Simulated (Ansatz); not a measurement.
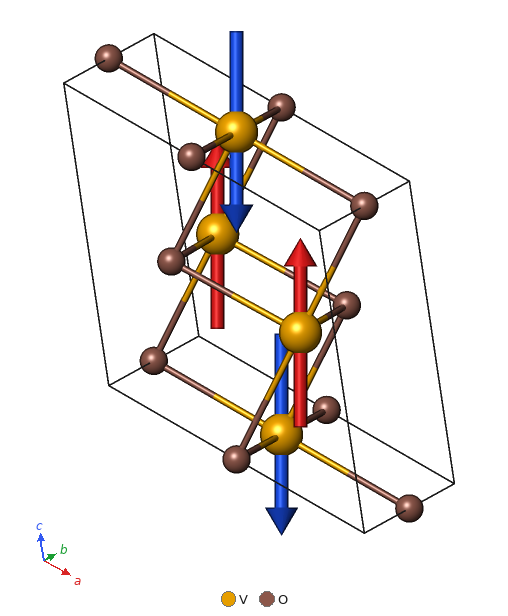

Structure drawing (ball-and-stick), viewed slightly off an axis. Thin lines show the cell (the run's own, in a reduced setting), with boundary atoms drawn in all their periodic places. Arrows are the site magnetic moments above 0.25 μB (those induced on non-metal atoms are left out); longer means larger, and red and blue are up and down (without spin-orbit coupling the axis itself is arbitrary).

This is the state reached for V3O4. Electronic-structure method: DFT PBE+D3(BJ), scalar-relativistic, plane waves, PAW (Ansatz). Parameters: a 420 eV plane-wave basis, k-points about 0.22 Å⁻¹ apart, Gaussian smearing of 0.1 eV, collinear spins.

Describe the spin arrangement.

Answer. Ferrimagnetic (within this cell). Site moments: 2 V +1.0 μB and 1 V −1.3 μB. The net spin moment of the whole cell is 1.1 μB, including what lies between the atoms and on sites without an arrow.

The structure comes from a structure listed in the Materials Project. The picture shows the end point of a geometry optimisation with DFT PBE+D3(BJ), scalar-relativistic, plane waves, PAW (Ansatz).
